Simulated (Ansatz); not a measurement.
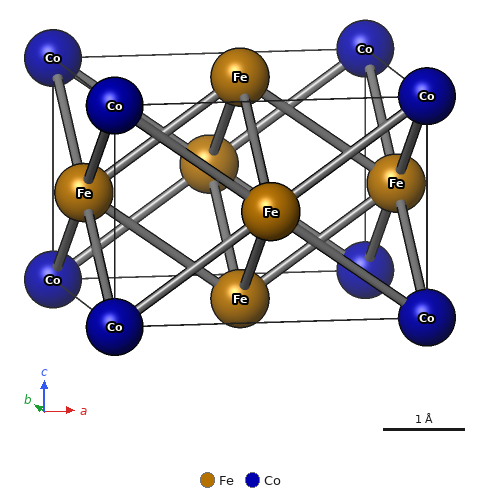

Phonons of solid Fe$_{3}$Co, space group P4/mmm (No. 123), at the zone centre. Style: ball-and-stick. Shown: the cell of the calculation, slightly off an axis.

These are results of DFT PBEsol, scalar-relativistic, plane waves, PAW (Ansatz), not measurements.

The input:
```yaml
crystal:
  lattice:
    - [3.9665252712, 0.0, 0.0]
    - [0.0, 3.9665252712, 0.0]
    - [0.0, 0.0, 2.7926961255]
  atoms:
    - { symbol: Fe, position: [0.5, 0.5, 0.0], spin: 2.49 }
    - { symbol: Fe, position: [0.5, 0.0, 0.5], spin: 2.8 }
    - { symbol: Fe, position: [0.0, 0.5, 0.5], spin: 2.8 }
    - { symbol: Co, position: [0.0, 0.0, 0.0], spin: 1.97 }
basis:
  ecutwfc: 420
kpoints:
  mp_grid: { grid: [10, 10, 16] }
hamiltonian:
  xc: pbesol
scf:
  occupations: { method: gaussian, width: 0.2 }
output:
  eigenvalues: true
  populations: true
magnetization:
  spin_polarized: true
phonons:
  method: dfpt
  eigenvectors: true
```

Run as
```bash
ansatz run input.yaml --threads 2 --pin off --max-ram 6144MiB --backend cpu --events-out ev --progress --plain --runs-dir out
```

The frequencies depend somewhat on the k-mesh and the smearing.

Question: Give the spectrum at this point.

Answer: The calculation's cell holds 4 atoms, so there are 9 optical modes, in 6 levels. The optical modes span 3E_u + B₂u + 2A₂u. No level is unstable.

| level | symmetry | frequency (cm⁻¹) | activity |
| --- | --- | --- | --- |
| 1 | E_u | 180 | infrared-active |
| 2 | B₂u | 208 | silent |
| 3 | A₂u | 210 | infrared-active |
| 4 | E_u | 281 | infrared-active |
| 5 | A₂u | 286 | infrared-active |
| 6 | E_u | 327 | infrared-active |

The crystal is a metal, so free carriers screen the infrared response.

The modes drawn as arrows (one member of each degenerate set):

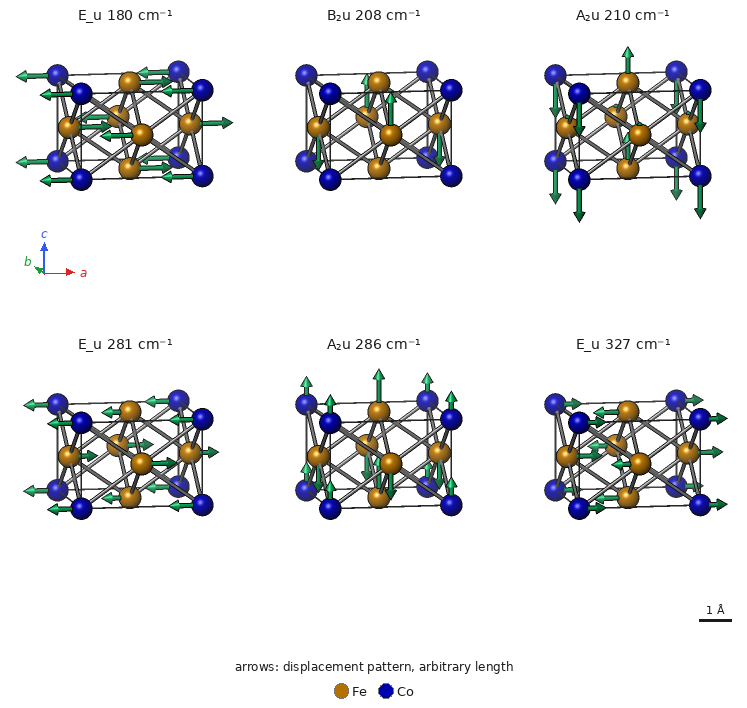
